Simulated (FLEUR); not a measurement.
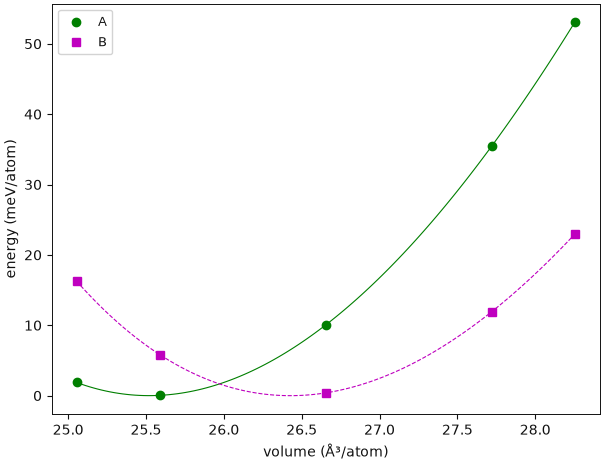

The figure compares two calculations of the energy against volume, each curve from its own zero. The first is for Sb, space group P6_3/mmc (No. 194).

The cell holds 2 atoms.

How it was computed, with FLEUR MaX-R8.1 (later development tree): all-electron LAPW DFT, no spin polarisation; energies at scaled volumes of the given cell, shape and fractions fixed, counted from the fit's minimum, third-order Birch-Murnaghan fit. Level: LDA.

k mesh 9×9×5; occupations Fermi–Dirac; smearing width 0.05 eV; potentials all electron; program settings basis FLAPW, kmax 4.1 1/bohr.

In the second, the level changes from LDA to SCAN.

### Which of A and B is the second calculation, and what did the change do?

B. The equilibrium volume rises from 25.52 to 26.43 Å³/atom (+3.6 %) and the bulk modulus falls from 68.5 to 66.1 GPa (−3.5 %).

For both, limits of the calculation: shape and atomic fractions are frozen while scaling, which makes layered, chain and framework solids too stiff.

V0 and the bulk modulus come from third-order Birch–Murnaghan fits.
